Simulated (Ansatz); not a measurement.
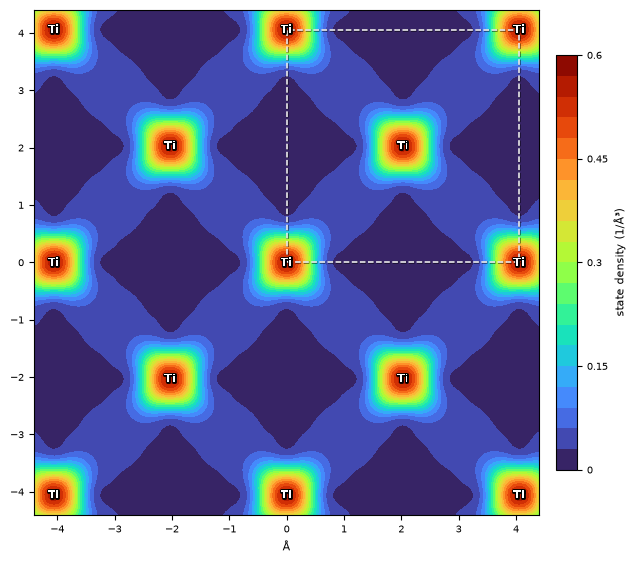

The picture shows: Ti. Density of the Kohn–Sham states from −0.25 to +0.25 eV about the Fermi level (the states at the Fermi level), scaled to one electron a cell: a map on the (010) plane of the conventional cell.

Space group Fm-3m; the calculation finds a residual pressure of about 4 GPa at this fixed cell. This isn't the usual form at ambient conditions.

Computed with DFT PBE, scalar-relativistic, plane waves, PAW (Ansatz).

In a PAW calculation such maps are meaningful between the atoms, not at the nuclei.

Q: What is the character of these states?

A: Löwdin projections on the PAW files' atomic orbitals give Ti 3d (95 %).

Run time: 0.68 s on 2 threads of Intel(R) Xeon(R) Platinum 8488C (Sapphire Rapids) (shared host), peak memory 0.36 GiB.
